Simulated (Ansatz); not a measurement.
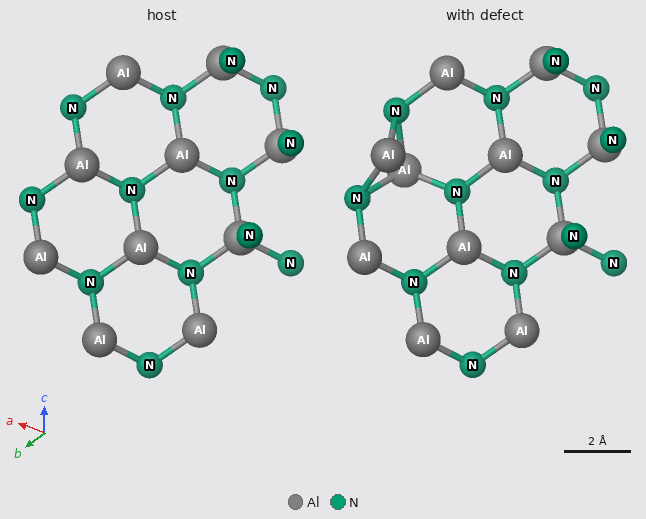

Left: perfect AlN. Right: the same region with a pair of point defects, after relaxing the atoms in a supercell of 64 sites. Style: ball-and-stick. Shown: the atoms within 5.4 Å of one point, in a slice 3.4 Å thick across the line of sight, from a free direction.

The calculation used Ansatz, DFT, PBEsol, PAW, plane waves. Settings: plane-wave cutoff 420 eV; k-point mesh 1 × 1 × 1; mesh shifted by (0.25, 0.25, 0.25); collinear spin. Fermi-Dirac smearing of 0.01 eV. A uniform background neutralises the charged cell. The axes drawn are those of the host's conventional cell.

Q: What kind of defect was made?

A: A nitrogen atom is replaced by aluminium and an extra nitrogen atom is put between the host's atoms (an interstitial), the two sites 2.2 Å apart.

The charge state of the cell is +2.

Q: What does the relaxation do around it?

A: In the host the N atom has 4 Al at 1.90 Å; the Al atom ends with 5 N at 1.85 to 2.16 Å, 1 Al at 2.21 Å. The N atom starts with 4 Al at 1.89 to 1.90 Å, 6 N at 2.19 Å around its place and ends with 4 Al at 1.85 to 1.94 Å. Of the host's atoms, an aluminium atom moves furthest from its site, by 0.81 Å. The Al atom itself moves 1.85 Å from where it was put. The N atom itself moves 2.21 Å from where it was put. The cell's net moment is 1.00 μB.

Limits of the set-up: the cell is charged, on a uniform background, and energies carry no finite-size correction.
